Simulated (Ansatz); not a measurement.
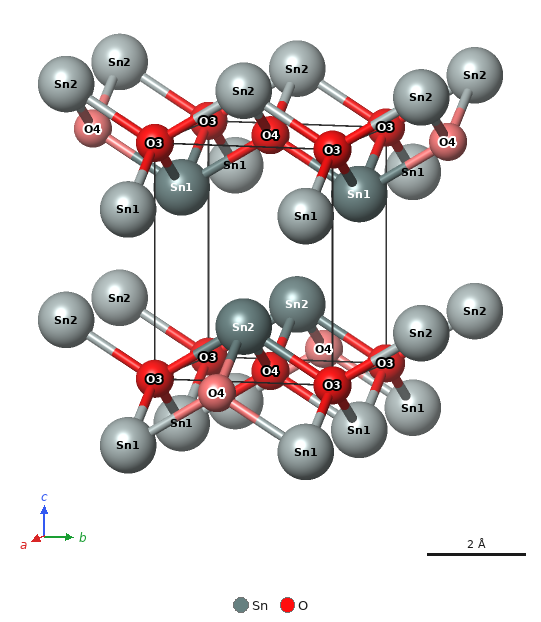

**Figure 1.** The structure of run 1 (ball-and-stick view of the cell of the calculation, seen slightly off an axis; neighbours outside the cell are drawn fainter; atoms are numbered from 1 in the order of the input).

## SnO: a changed input and its effect

System: SnO (P4/nmm, 4 atoms in the cell).
Method of run 1: Kohn-Sham DFT of a periodic cell, rPW86-PBE, Ansatz PAW, no spin polarisation (Ansatz 0.2.0).

The structure derives from a Materials Project entry. Text and figures count atoms from 1; the logs count them from 0 in places.

**Input file, run 1**
```yaml
crystal:
  lattice:
    - [3.81369522, 0.0, 0.0]
    - [0.0, 3.81369522, 0.0]
    - [0.0, 0.0, 4.8869133]
  atoms:
    - { symbol: Sn, position: [0.5, 0.0, 0.76462614] }
    - { symbol: Sn, position: [0.0, 0.5, 0.23537386] }
    - { symbol: O, position: [0.0, 0.0, 0.0] }
    - { symbol: O, position: [0.5, 0.5, 0.0] }
hamiltonian:
  xc: { exchange: rpw86, correlation: pbe }
  pseudopotentials: { kind: paw }
kpoints:
  mp_grid: { grid: [7, 7, 6] }
scf:
  occupations: { method: fermi_dirac, width: 0.05 }
output:
  forces: true
  stress: true
relax:
  f_tol: 0.01
  max_steps: 40
  cell: { stress_tol: 0.05 }
```

Launched with:
```bash
ansatz run input.yaml --threads 2 --pin off --max-ram 5120MiB --backend cpu --events-out ev --progress --plain --runs-dir out
```

Hardware: 2 threads of Intel Xeon @ 2.50GHz (Skylake/Cascade Lake), 189 GiB of memory available, shared host.

**Output, shortened to warnings, some set-up lines, iterations and results (run 1)**
```
Basis set: ecut = 420 eV, 1409 PW (Γ), exchange–correlation on 54×54×72 points (8 copies of the dense FFT grid, shifted against one another)
Symmetry: 16 space group operations
k-points: 40 of 294
Initial density: superposition of atomic densities (neutral atoms: chi_scale 0, normalization atom), corrected by the library's trained network
[...]
SCF iter   1: F=—  HF=-13293.595640 eV  |F-HF|=—  |Δ(HF+E_count)|=         —  Δρ=1.55e-2  dr2=1.37e-1  ethr=1.77e-3  ⟨swp⟩=6.0  Hψ=4382  notcnv=0
SCF iter   2: F=—  HF=-13293.566226 eV  |F-HF|=—  |Δ(HF+E_count)|=   2.94e-2  Δρ=5.28e-3  dr2=1.68e-2  ethr=3.42e-4  ⟨swp⟩=2.2  Hψ=1817  notcnv=0
SCF iter   3: F=—  HF=-13293.562810 eV  |F-HF|=—  |Δ(HF+E_count)|=   3.42e-3  Δρ=1.18e-3  dr2=5.07e-4  ethr=4.19e-5  ⟨swp⟩=2.0  Hψ=1422  notcnv=0
SCF iter   4: F=—  HF=-13293.563047 eV  |F-HF|=—  |Δ(HF+E_count)|=   2.37e-4  Δρ=1.42e-4  dr2=1.35e-5  ethr=1.27e-6  ⟨swp⟩=3.0  Hψ=1772  notcnv=0
SCF iter   5: F=—  HF=-13293.563022 eV  |F-HF|=—  |Δ(HF+E_count)|=   2.56e-5  Δρ=4.27e-5  dr2=1.57e-6  ethr=3.37e-8  ⟨swp⟩=2.1  Hψ=1758  notcnv=0
[... 110 lines ...]
SCF iter   4: F=—  HF=-13293.731715 eV  |F-HF|=—  |Δ(HF+E_count)|=   2.17e-6  Δρ=1.86e-6  dr2=1.86e-9  ethr=4.51e-11  ⟨swp⟩=2.0  Hψ=1288  notcnv=0
SCF iter   5: F=—  HF=-13293.731715 eV  |F-HF|=—  |Δ(HF+E_count)|=   2.26e-8  Δρ=2.79e-7  dr2=4.78e-11  ethr=4.65e-12  ⟨swp⟩=2.0  Hψ=1283  notcnv=0
SCF iter   6: F=-13293.731715 eV  HF=-13293.731715 eV  |F-HF|=3.64e-12  |Δ(HF+E_count)|=  3.29e-10  Δρ=5.13e-8  dr2=2.56e-12  ethr=1.00e-12  ⟨swp⟩=4.9  Hψ=3253  notcnv=0
SCF 15 converged in 6 iterations: F = -13293.731715 eV  dr2 = 2.56e-12
relax step  15: F+E_penalty+E_count = -13293.73171536 eV  Δ(F+E_penalty+E_count) = -2.759e-4 eV  max|allowed force component| = 4.571e-4 eV/Å  Δτ_max = 0.0000 Å  P = +0.001 …
basis re-selected at this cell: Δ(F+E_penalty+E_count) = -2.759e-4 eV, ΔP = +0.001 GPa vs the last step (what re-selecting the basis moved, of the pressure what is left beyond the Pulay correction that the steps carried, after the strain that the cell walked since its last selection, with what the …
SCF converged after 6 iterations
Free energy (F): -13293.731715 eV
Harris-Foulkes:  -13293.731715 eV  (|F-HF|=3.64e-12)
Internal energy: -13293.731715 eV  (E = F + TS)
E sigma→0 (E₀):  -13293.731715 eV
Entropy (-TS):   -0.000000 eV (-0.000 meV/atom)
Fermi energy:    8.027462 eV
--- Per-component energies (eV) ---
  E_band       = -261.639712
  E_kinetic    = 720.881138
  E_local      = -3194.805335  (includes V_loc(G=0)·N_el)
  E_nonlocal   = 26.111115
  E_hartree    = 1671.896799
  E_xc         = -920.758777
  E_vxc        = -380.411210  (∫ρ·V_xc dr)
  E_paw        = -8688.525427  (= ΣΔE_a)
  E_vpaw       = -777.213698  (= ΣTr[D̂ρ^β])
  E_aug_tail   = 0.004715  (compensation charges beyond the density's cutoff)
  E_ewald      = -2908.070294
  E_core_change = -0.465649  (= ΣΔE_core)
  E_smearing   = -0.000000  (= −TS)
  E_closure    = 0.000000  (closes the sum)
  Σ components = -13293.731715   (vs F -13293.731715, Δ=0.00e0)
--- Forces (eV/Å), atoms counted from 1 ---
  atom   1  Sn     0.00000000     0.00000000     0.00045707
  atom   2  Sn     0.00000000     0.00000000    -0.00045707
  atom   3  O     -0.00000000     0.00000000     0.00000000
  atom   4  O     -0.00000000     0.00000000    -0.00000000
  max |Σ_I F_I| component: 1.67e-16 eV/Å
--- Stress (GPa, compression-positive) ---
       -0.005881       0.000000       0.000000
        0.000000      -0.005881       0.000000
        0.000000       0.000000       0.014925
  P = ⅓ Tr σ = 0.0011 GPa (0.011 kbar)
--- Relaxed structure (11 steps of the walk, 11 accepted, 4 SCFs on fresh bases) ---
  F+E_penalty+E_count = -13293.73171536 eV   max|allowed force component| = 4.571e-4 eV/Å   (the final SCF, on the basis selected at the relaxed cell)
  cell:  # Å, volume = 82.9269 Å³
    - [3.9241076379657605, -2.8148677954804258e-33, 0.0]
    - [-2.7262105420794674e-33, 3.9241076379657605, 0.0]
    - [0.0, 0.0, 5.385346822744595]
  atoms:
    - { symbol: Sn, position: [0.5, -1.7877325904316172e-37, 0.7832449834241417] }
[...]
```

The input of run 2 differs as follows (lines with − go, lines with + come):
```diff
-  xc: { exchange: rpw86, correlation: pbe }
+  xc: pbesol
+  dispersion: d3bj
```

What does this change do to the results?

The total energies belong to different models, so their difference says nothing on which is more stable or more accurate. The volume per atom goes from 20.73 to 16.20 Å³. The functional changes from one typed by its parts (see the input) to PBEsol. The SCF takes 50 iterations over all geometry steps against 90. On the same kind of shared host run 2 took about 0.55 times as long.

**Output, shortened to warnings, some set-up lines, iterations and results (run 2)**
```
Basis set: ecut = 420 eV, 1409 PW (Γ), exchange–correlation on 54×54×72 points (8 copies of the dense FFT grid, shifted against one another)
Symmetry: 16 space group operations
k-points: 40 of 294
Initial density: superposition of atomic densities (neutral atoms: chi_scale 0, normalization atom), corrected by the library's trained network
[...]
SCF iter   1: F=—  HF=-13022.287170 eV  |F-HF|=—  |Δ(HF+E_count)|=         —  Δρ=1.32e-2  dr2=1.02e-1  ethr=1.77e-3  ⟨swp⟩=6.0  Hψ=4393  notcnv=0
SCF iter   2: F=—  HF=-13022.265529 eV  |F-HF|=—  |Δ(HF+E_count)|=   2.16e-2  Δρ=4.39e-3  dr2=1.31e-2  ethr=2.55e-4  ⟨swp⟩=2.2  Hψ=1793  notcnv=0
SCF iter   3: F=—  HF=-13022.262751 eV  |F-HF|=—  |Δ(HF+E_count)|=   2.78e-3  Δρ=1.03e-3  dr2=8.21e-4  ethr=3.29e-5  ⟨swp⟩=2.0  Hψ=1380  notcnv=0
SCF iter   4: F=—  HF=-13022.262698 eV  |F-HF|=—  |Δ(HF+E_count)|=   5.26e-5  Δρ=2.51e-4  dr2=4.58e-5  ethr=2.05e-6  ⟨swp⟩=2.0  Hψ=1734  notcnv=0
SCF iter   5: F=—  HF=-13022.262706 eV  |F-HF|=—  |Δ(HF+E_count)|=   7.31e-6  Δρ=5.04e-5  dr2=2.79e-6  ethr=1.15e-7  ⟨swp⟩=2.0  Hψ=1252  notcnv=0
[... 56 lines ...]
SCF iter   4: F=—  HF=-13022.329351 eV  |F-HF|=—  |Δ(HF+E_count)|=   1.75e-8  Δρ=2.08e-6  dr2=8.40e-9  ethr=1.24e-10  ⟨swp⟩=1.7  Hψ=1085  notcnv=0
SCF iter   5: F=—  HF=-13022.329351 eV  |F-HF|=—  |Δ(HF+E_count)|=   1.58e-9  Δρ=6.94e-7  dr2=7.14e-10  ethr=2.10e-11  ⟨swp⟩=2.7  Hψ=1611  notcnv=0
SCF iter   6: F=-13022.329351 eV  HF=-13022.329351 eV  |F-HF|=5.46e-12  |Δ(HF+E_count)|=  1.86e-10  Δρ=1.79e-7  dr2=1.61e-11  ethr=1.00e-12  ⟨swp⟩=3.8  Hψ=4528  notcnv=0
SCF 8 converged in 6 iterations: F = -13022.329351 eV  dr2 = 1.61e-11
relax step   8: F+E_penalty+E_count = -13022.32935146 eV  Δ(F+E_penalty+E_count) = +1.121e-3 eV  max|allowed force component| = 7.534e-4 eV/Å  Δτ_max = 0.0000 Å  P = -0.005 …
basis re-selected at this cell: Δ(F+E_penalty+E_count) = +1.121e-3 eV, ΔP = -0.017 GPa vs the last step (what re-selecting the basis moved, of the pressure what is left beyond the Pulay correction that the steps carried, after the strain that the cell walked since its last selection, with what the …
SCF converged after 6 iterations
Free energy (F): -13022.329351 eV
Harris-Foulkes:  -13022.329351 eV  (|F-HF|=5.46e-12)
Internal energy: -13022.326448 eV  (E = F + TS)
E sigma→0 (E₀):  -13022.327900 eV
Entropy (-TS):   -0.002904 eV (-0.726 meV/atom)
Fermi energy:    11.008353 eV
--- Per-component energies (eV) ---
  E_band       = -147.309151
  E_kinetic    = 725.629911
  E_local      = -2401.006940  (includes V_loc(G=0)·N_el)
  E_nonlocal   = 36.657329
  E_hartree    = 1327.785643
  E_xc         = -904.891956
  E_vxc        = -381.773343  (∫ρ·V_xc dr)
  E_paw        = -8436.113960  (= ΣΔE_a)
  E_vpaw       = -782.392156  (= ΣTr[D̂ρ^β])
  E_aug_tail   = 0.004859  (compensation charges beyond the density's cutoff)
  E_ewald      = -3370.096946
  E_disp       = -0.934643  (pairwise vdW)
  E_core_change = 0.640255  (= ΣΔE_core)
  E_smearing   = -0.002904  (= −TS)
  E_closure    = 0.000000  (closes the sum)
  Σ components = -13022.329351   (vs F -13022.329351, Δ=0.00e0)
--- Forces (eV/Å), atoms counted from 1 ---
  atom   1  Sn     0.00000000     0.00000000    -0.00075341
  atom   2  Sn     0.00000000     0.00000000     0.00075341
  atom   3  O      0.00000000     0.00000000     0.00000000
  atom   4  O      0.00000000     0.00000000     0.00000000
  max |Σ_I F_I| component: 0.00e0 eV/Å
--- Stress (GPa, compression-positive) ---
        0.002357       0.000000       0.000000
        0.000000       0.002357       0.000000
        0.000000       0.000000      -0.019149
  P = ⅓ Tr σ = -0.0048 GPa (-0.048 kbar)
--- Relaxed structure (6 steps of the walk, 6 accepted, 2 SCFs on fresh bases) ---
  F+E_penalty+E_count = -13022.32935146 eV   max|allowed force component| = 7.534e-4 eV/Å   (the final SCF, on the basis selected at the relaxed cell)
  cell:  # Å, volume = 64.8176 Å³
    - [3.7703602271315493, -1.662323501267968e-35, 0.0]
    - [-1.662323501267968e-35, 3.7703602271315493, 0.0]
    - [0.0, 0.0, 4.559603006052542]
  atoms:
    - { symbol: Sn, position: [0.5, -8.100278013199418e-36, 0.7465851245226616] }
[...]
```

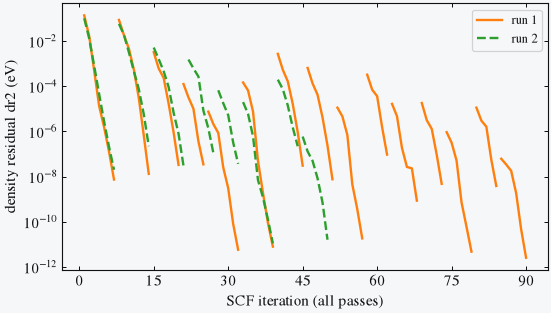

**Figure 2.** Convergence of the two runs: density residual dr2 against the SCF iteration. A break in a curve parts two SCF passes. Run 1 takes 90 iterations in all, and run 2 takes 50.

**The two runs side by side**

```csv
quantity,run 1,run 2
outcome,converged,converged
free energy per atom (eV),−3323.4329,−3255.5823
"energy per atom, smearing taken to zero (eV)",−3323.4329,−3255.5820
pressure (GPa),0.00,0.00
volume per atom (Å³),20.73,16.20
largest force (eV/Å),0.000,0.001
SCF iterations,90,50
irreducible k-points,40,40
wall time (shared host),62 s,34 s
```

For run 1: Points of doubt noted for this run: forces on files of another functional.
